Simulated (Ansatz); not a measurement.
## Electronic structure of WSe (slab) in real space

The calculation's input:

```
crystal:
  lattice:
    - [3.2702526784, 0.0, 0.0]
    - [-1.6351263392, 2.8321218963, 0.0]
    - [0.0, 0.0, 31.6612169706]
  atoms:
    - { symbol: W, position: [0.0, 0.0, 0.2368828718] }
    - { symbol: Se, position: [0.3333333333, 0.6666666667, 0.2897164081] }
    - { symbol: Se, position: [0.3333333333, 0.6666666667, 0.7102835919] }
    - { symbol: W, position: [0.0, 0.0, 0.7631171282] }
basis:
  ecutwfc: 420
kpoints:
  mp_grid: { grid: [9, 9, 1] }
hamiltonian:
  xc: pbesol
scf:
  occupations: { method: gaussian, width: 0.05 }
output:
  forces: true
  eigenvalues: true
  write_density: true
  write_potential: true
  elf: true
  volumetric_format: npy
relax:
  adjacent_minimum: "off"
  f_tol: 0.02
  max_steps: 60
efield:
  axis: 3
  dipole_correction: true
  ramp_width: 0.04
```

Run with:

```sh
ansatz run input.yaml --threads 1 --pin off --max-ram 2560MiB --backend cpu --events-out ev --progress --plain --runs-dir out
```

The fields are those of the relaxed geometry.

The calculation used DFT PBEsol, scalar-relativistic, plane waves, PAW (Ansatz 0.2.0).

The density is the valence pseudo-density of a PAW calculation; it isn't the true density close to the nuclei.

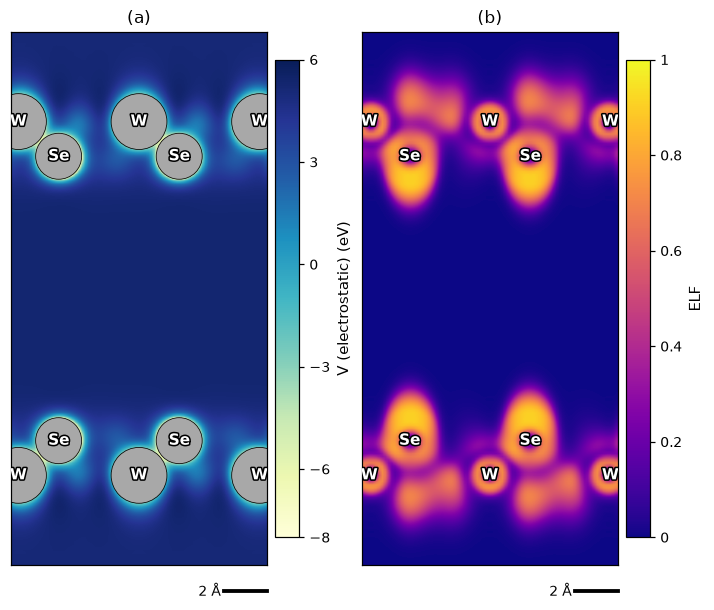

Figure 1. (a) electrostatic potential (local pseudopotential plus Hartree) felt by an electron; (b) electron localisation function on the (110) plane of the calculation cell, a cut from vacuum to vacuum. Grey discs cover the atomic cores in the potential map.

Question: Read the bonding off the picture.

Answer: Atoms in the plane: W and Se.
W–Se (2.49 Å): the ELF is about 0.50 at the midpoint.
The features right at W lie inside the PAW spheres, where the map follows smoothed inner orbitals and isn't to be read closely.
Outside the cores the potential energy rises away from the atoms and is highest in the vacuum; its zero is arbitrary.

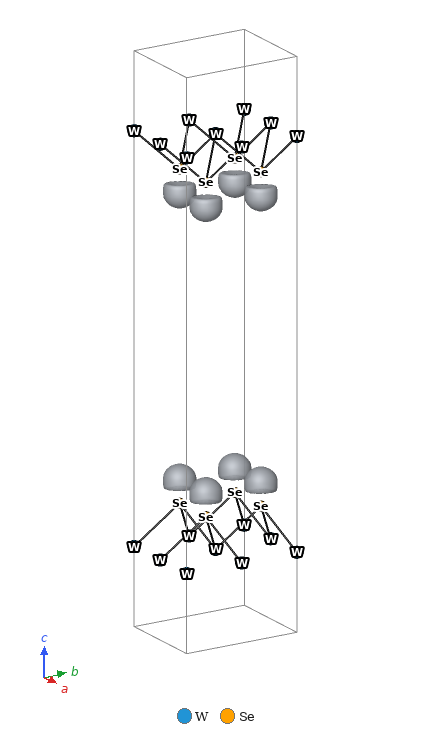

Figure 2. Isosurface of the electron localisation function at 0.85 (grey), seen slightly off an axis. Only the valence region is drawn (cores and ρ < 0.01 e/Å³ removed). Sticks mark near contacts.

Question: What do the ELF domains correspond to?

Answer: At this value the surface marks out two lobes on Se, pointing away from the bonds (lone pairs), counted in one cell of 4 atoms. Counts are for one cell; the picture repeats the cell along the surface.

Question: Metal or insulator at this level of theory?

Answer: It is gapped, with a Kohn–Sham gap of 0.34 eV on the k-point mesh (the band edges may lie off the mesh, which would make the gap smaller).
